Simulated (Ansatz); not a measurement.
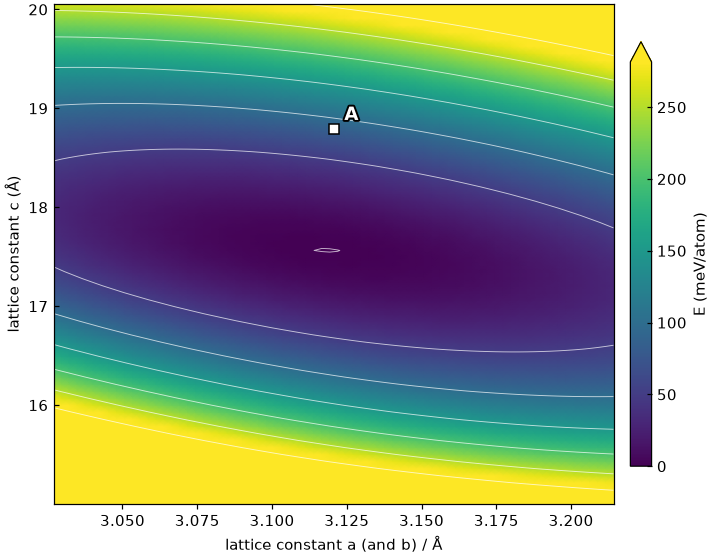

WS₂ (R3m, No. 160; 3 atoms in the cell). 
- The energy is mapped over the lattice constants a and c of the conventional cell.
- Coordinates scanned: (1) lattice constant a (and b); (2) lattice constant c.
- Nothing is relaxed (fractional coordinates fixed).
- The grid has 5 × 5 points.
- Points are written as (first, second).
- Energies are in meV/atom, from the lowest grid point.
- The band gap closes in part of the range.
- These are results of DFT PBEsol+D3(BJ), scalar-relativistic, plane waves, PAW in Ansatz, not measurements. Settings: cutoff 420 eV, k-mesh 12×12×12, gaussian smearing 0.05 eV, no spin polarisation.

Drawn: a smooth colour map with a few white contour lines, one colour for all values above the top of the scale, the point A. Between grid points the surface is interpolated.

Is A at rest? If not, where is it pushed?

Answer. A, at (3.121 Å, 18.79 Å), is not a stationary point. The computed force is 500 meV/atom for each Å towards smaller values of lattice constant a (and b) and 128 meV/atom for each Å towards smaller values of lattice constant c.

PAW datasets: the set soft_1.
